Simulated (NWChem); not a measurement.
# C4H6 (cyclobutene) at 4 levels

We compute a comparison of 4 runs (CAM-B3LYP/6-31+G*, SVWN5/def2-SVP, MP2/def2-SVP, CCSD/def2-SVP) of C4H6 (cyclobutene). 

The results are computed with NWChem 7.3.0.

## Step 1: The system as given

C4H6: 10 atoms, total charge 0, spin state singlet. SMILES: `C1=CCC1`. The coordinates come from a PBE0-D4/def2-TZVP relaxation.

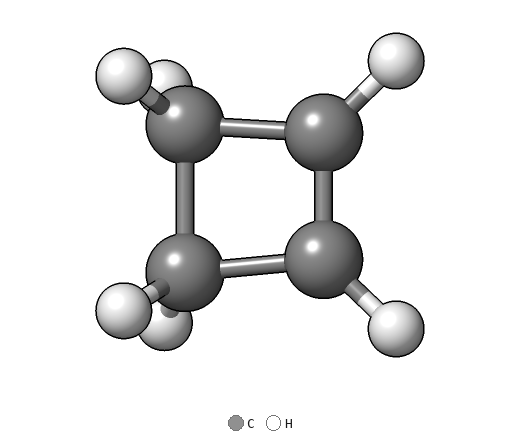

Viewed from a chosen angle; carbon grey, hydrogen white.

## Step 2: Energy and forces at CAM-B3LYP/6-31+G(d) (spherical functions) (run 1)

c4h6.nw

```
start c4h6
title "C4H6"
memory stack 880 mb heap 220 mb global 1100 mb
charge 0

geometry units atomic noautosym nocenter noautoz
 C  -0.62360962  1.90956825 -0.73019017
 C  -2.06925011  0.23016864  0.47167564
 C   0.02966870 -1.67089584  0.78442531
 C   1.71832797  0.29101782 -0.61964120
 H  -0.97585457  3.76962567 -1.51348165
 H  -4.03928959  0.21070446  1.03368019
 H  -0.22449946 -3.46462388 -0.20919268
 H   0.59998804 -2.07095086  2.72989836
 H   3.28302120  1.04615238  0.49888770
 H   2.45853369 -0.34770961 -2.44020334
end

basis "ao basis" spherical bse
 * library 6-31+G*
end

dft
 xc xcamb88 1.00 lyp 0.81 vwn_5 0.19 hfexch 1.00
 cam 0.33 cam_alpha 0.19 cam_beta 0.46
 grid xfine
 convergence energy 1e-08
 direct
 iterations 100
 mulliken
 print medium
end

task dft gradient
```

The run is started by

```
$ nwchem c4h6.nw > c4h6.out
```

Standard output:

```text
[...]
          Wavefunction type:  closed shell.
          No. of atoms     :    10
          No. of electrons :    30
[...]
          Charge           :     0
          Spin multiplicity:     1
[...]
          AO basis - number of functions:    84
[...]
              XC Information
              --------------
                     Hartree-Fock (Exact) Exchange  1.000
                   CAM-Becke88 Exchange Functional  1.000
                      VWN V Correlation Functional  0.190 local
              Lee-Yang-Parr Correlation Functional  0.810
[...]
 d= 0,ls=0.0,diis     1   -155.8373604270 -2.70D+02  9.41D-03  3.12D-01     5.8
[...]
 d= 0,ls=0.0,diis     8   -155.8765106255 -3.35D-09  6.74D-07  1.37D-10    46.5
         Total DFT energy =     -155.876510625535
      One electron energy =     -433.318787620451
           Coulomb energy =      187.585498110295
    Exchange-Corr. energy =      -23.838156877672
 Nuclear repulsion energy =      113.694935762293
[...]
  wavefunction    = closed shell
[...]
                         DFT ENERGY GRADIENTS
    atom               coordinates                        gradient
                 x          y          z           x          y          z
   1 C      -0.623610   1.909568  -0.730190    0.001329  -0.004134   0.001596
   2 C      -2.069250   0.230169   0.471676    0.004443  -0.000446  -0.001046
   3 C       0.029669  -1.670896   0.784425   -0.000974   0.003926  -0.001652
   4 C       1.718328   0.291018  -0.619641   -0.004259   0.000206   0.001154
   5 H      -0.975855   3.769626  -1.513482    0.000172  -0.001330   0.000581
   6 H      -4.039290   0.210704   1.033680    0.001407   0.000088  -0.000432
   7 H      -0.224499  -3.464624  -0.209193    0.000173   0.001425   0.000661
   8 H       0.599988  -2.070951   2.729898   -0.000402   0.000403  -0.001401
   9 H       3.283021   1.046152   0.498888   -0.001248  -0.000554  -0.000752
  10 H       2.458534  -0.347710  -2.440203   -0.000641   0.000416   0.001292
[...]
```

It took 66 s on 1 thread of Intel Xeon 6975P-C (Granite Rapids), shared host; peak memory 0.14 GiB.

## Step 3: Energy and forces at SVWN5/def2-SVP (run 2)

mymol.nw

```
start mymol
title "C4H6 SVWN5"
memory 2200 mb
charge 0

geometry units atomic noautosym nocenter noautoz
  C  -0.62360962  1.90956825 -0.73019017
  C  -2.06925011  0.23016864  0.47167564
  C   0.02966870 -1.67089584  0.78442531
  C   1.71832797  0.29101782 -0.61964120
  H  -0.97585457  3.76962567 -1.51348165
  H  -4.03928959  0.21070446  1.03368019
  H  -0.22449946 -3.46462388 -0.20919268
  H   0.59998804 -2.07095086  2.72989836
  H   3.28302120  1.04615238  0.49888770
  H   2.45853369 -0.34770961 -2.44020334
end

basis spherical bse
  C library def2-SVP
  H library def2-SVP
end

dft
  xc slater vwn_5
  mult 1
  grid xfine
  convergence energy 1e-08
  maxiter 100
  mulliken
end

task dft gradient
```

The run is started by

```
$ nwchem mymol.nw > mymol.out
```

Standard output:

```text
[...]
          Wavefunction type:  closed shell.
          No. of atoms     :    10
          No. of electrons :    30
[...]
          Charge           :     0
          Spin multiplicity:     1
[...]
          AO basis - number of functions:    86
[...]
              XC Information
              --------------
                        Slater Exchange Functional  1.000 local
                      VWN V Correlation Functional  1.000 local
[...]
 d= 0,ls=0.0,diis     1   -154.3569541614 -2.68D+02  1.05D-02  5.18D-01     1.6
[...]
 d= 0,ls=0.0,diis     8   -154.3926064708 -2.60D-09  5.20D-07  1.66D-09     9.7
         Total DFT energy =     -154.392606470802
      One electron energy =     -433.217705650823
           Coulomb energy =      187.511451743183
    Exchange-Corr. energy =      -22.381288325456
 Nuclear repulsion energy =      113.694935762293
[...]
      Total Density - Mulliken Population Analysis
     ---------------------------------------------
    Atom       Charge   Shell Charges
 -----------   ------   -------------------------------------------------------
    1 C    6     6.10   1.98  0.90  0.42  2.09  0.67  0.04
    2 C    6     6.10   1.98  0.90  0.42  2.09  0.67  0.04
    3 C    6     6.05   1.98  0.91  0.08  2.15  0.89  0.03
    4 C    6     6.05   1.98  0.91  0.08  2.15  0.89  0.03
    5 H    1     0.98   0.72  0.23  0.02
    6 H    1     0.98   0.72  0.23  0.02
    7 H    1     0.94   0.71  0.20  0.02
    8 H    1     0.94   0.71  0.20  0.02
    9 H    1     0.94   0.71  0.20  0.02
   10 H    1     0.94   0.71  0.20  0.02
[...]
  wavefunction    = closed shell
                         DFT ENERGY GRADIENTS
    atom               coordinates                        gradient
                 x          y          z           x          y          z
   1 C      -0.623610   1.909568  -0.730190   -0.012611   0.004175   0.001565
   2 C      -2.069250   0.230169   0.471676   -0.006690   0.011119  -0.003406
   3 C       0.029669  -1.670896   0.784425    0.002419  -0.016687   0.007168
   4 C       1.718328   0.291018  -0.619641    0.017476   0.000901  -0.005271
   5 H      -0.975855   3.769626  -1.513482    0.002351  -0.012512   0.005272
   6 H      -4.039290   0.210704   1.033680    0.013260   0.000146  -0.003786
   7 H      -0.224499  -3.464624  -0.209193    0.001543   0.011058   0.005891
   8 H       0.599988  -2.070951   2.729898   -0.003414   0.002627  -0.011790
   9 H       3.283021   1.046152   0.498888   -0.009663  -0.004603  -0.006654
  10 H       2.458534  -0.347710  -2.440203   -0.004671   0.003775   0.011010
[...]
```

Wall time 14 s (1 thread of Intel Xeon 6975P-C (Granite Rapids), shared host); peak memory 0.14 GiB.

Run 3 isn't shown in full; the table further down has it.

## Step 4: A single-point energy at CCSD/def2-SVP (run 4)

c4h6.xyz

```xyz
10

C     -0.330000     1.010500    -0.386400
C     -1.095000     0.121800     0.249600
C      0.015700    -0.884200     0.415100
C      0.909300     0.154000    -0.327900
H     -0.516400     1.994800    -0.800900
H     -2.137500     0.111500     0.547000
H     -0.118800    -1.833400    -0.110700
H      0.317500    -1.095900     1.444600
H      1.737300     0.553600     0.264000
H      1.301000    -0.184000    -1.291300
```

c4h6.nw

```
start c4h6
memory stack 880 mb heap 220 mb global 1100 mb

geometry noautosym nocenter noautoz
load c4h6.xyz
end

basis "ao basis" spherical bse
* library def2-SVP
end

scf
nopen 0
rhf
thresh 1e-08
maxiter 80
print medium
end

ccsd
freeze core 4
maxiter 60
end

task ccsd energy
```

The run is started by

```
$ nwchem c4h6.nw > c4h6.out
```

Standard output:

```text
[...]
  functions       =    86
[...]
  wavefunction    = RHF
[...]
         Total SCF energy =   -154.787494614182
      One-electron energy =   -432.681185296943
      Two-electron energy =    164.198746689603
 Nuclear repulsion energy =    113.694943993158
        Time for solution =      5.3s
[...]
 Total MP2 energy:           -155.329449624061027
[...]
             energy      energy      error      ampl     ampl      Block
                                                time     time      time
[...]
 Total CCSD energy:           -155.372129782673028
[...]
```

Run time: 50 s. Hardware: 1 thread of Intel Xeon 6975P-C (Granite Rapids), shared host; peak memory 0.2 GiB.

## Step 5: The series

```tsv
run	level	integration grid	iteration cap	energy (Eh)	dipole moment (D)	HOMO energy (eV)	LUMO energy (eV)	wall time
1	CAM-B3LYP/6-31+G* (spherical functions)	xfine	100	-155.876511	0.21	-8.42	1.37	66 s
2	SVWN5/def2-SVP	xfine	100	-154.392606	0.25	-6.08	-0.56	14 s
3	MP2/def2-SVP	–	80	-155.329450	0.12	-9.59	4.75	15 s
4	CCSD/def2-SVP	–	80	-155.372130	–	-9.59	4.75	50 s
```

## Step 6: Results

| quantity | value |
| --- | --- |
| run 4: total energy | -155.37213 Eh |
| run 4: HOMO energy (Hartree–Fock orbitals) | -9.59 eV |
| run 4: LUMO energy (Hartree–Fock orbitals) | 4.75 eV |
| run 4: HOMO–LUMO gap (Hartree–Fock orbitals) | 14.34 eV |
| run 4: correlation energy (4 core orbitals frozen) | -584.6 mEh |

**Reading.** Over runs 1, 2, 3 the dipole moment (its size) runs from 0.12 D (MP2/def2-SVP) to 0.25 D (SVWN5/def2-SVP). Totals of different functionals can't be ranked against each other. All runs together took 2.4 min, the longest 66 s.
